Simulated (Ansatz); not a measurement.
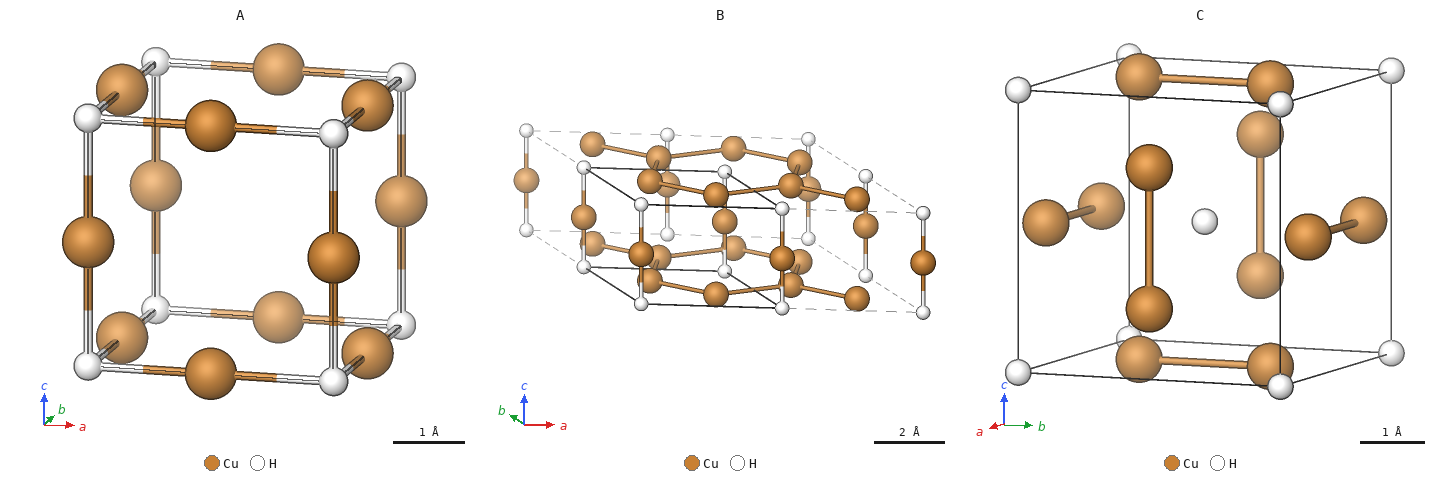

Three structures of Cu$_{3}$H, each relaxed to rest (conventional cells in solid outline, small ones repeated, each panel with its own scale). Method: DFT PBE, scalar-relativistic, plane waves, PAW (Ansatz), without spin polarisation.

Give the type and space group of each panel.

Answer. A: ReO₃ type, Pm-3m; B: 4 atoms a cell on a primitive hexagonal lattice, P6/mmm; C: Cr₃Si (A15) type, Pm-3n.

Rank them by energy, lowest first.

Answer. A, then B (+36 meV/atom) and C (+281 meV/atom), energies at zero smearing.

Collect the results in a table.

Answer.
| panel | structure | E − E(lowest) (meV/atom) | volume (Å³/atom) | gap (eV) |
| --- | --- | --- | --- | --- |
| A | Pm-3m | 0 | 11.7 | metal |
| B | P6/mmm | 36 | 10.8 | metal |
| C | Pm-3n | 281 | 11.1 | metal |

Some of these may be structure types tried for this composition rather than known phases, and the most stable form need not be among them. Gaps are taken on the k-mesh or band path of each run.
